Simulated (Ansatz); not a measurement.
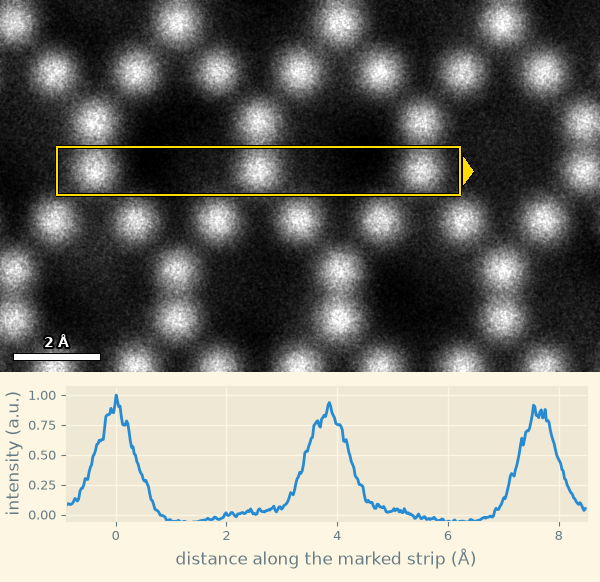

Dark-field STEM-like image of Yb (P6_3/mmc, No. 194) along [101]. Simulation: incoherent imaging, intensity Z^1.7 per atom, probe width 0.82 Å, thin sample. Shot noise and the speckle of an amorphous layer were added. Atomic positions: a calculation's starting geometry; the starting structure was generated, so it need not be a known form of this composition.

```yaml
crystal:
  lattice:
    - [3.99300, 0.00000, 0.00000]
    - [-1.99650, 3.45804, 0.00000]
    - [0.00000, 0.00000, 12.63100]
  atoms:
    - { symbol: Yb, position: [0.00000, 0.00000, 0.00000] }
    - { symbol: Yb, position: [0.00000, 0.00000, 0.50000] }
    - { symbol: Yb, position: [0.33333, 0.66667, 0.25000] }
    - { symbol: Yb, position: [0.66667, 0.33333, 0.75000] }
```

The curve is the intensity along the marked strip, in the direction of its arrowhead, with zero distance at the first column. Brightness is counted from the darkest point of the image.

**List the columns that the line crosses, with their positions.**

```json
{"position (Å)": "0.0", "atoms per repeat along the beam": "1 Yb", "height (% of the highest)": "100"}
{"position (Å)": "3.8", "atoms per repeat along the beam": "1 Yb", "height (% of the highest)": "100"}
{"position (Å)": "7.6", "atoms per repeat along the beam": "1 Yb", "height (% of the highest)": "100"}
```
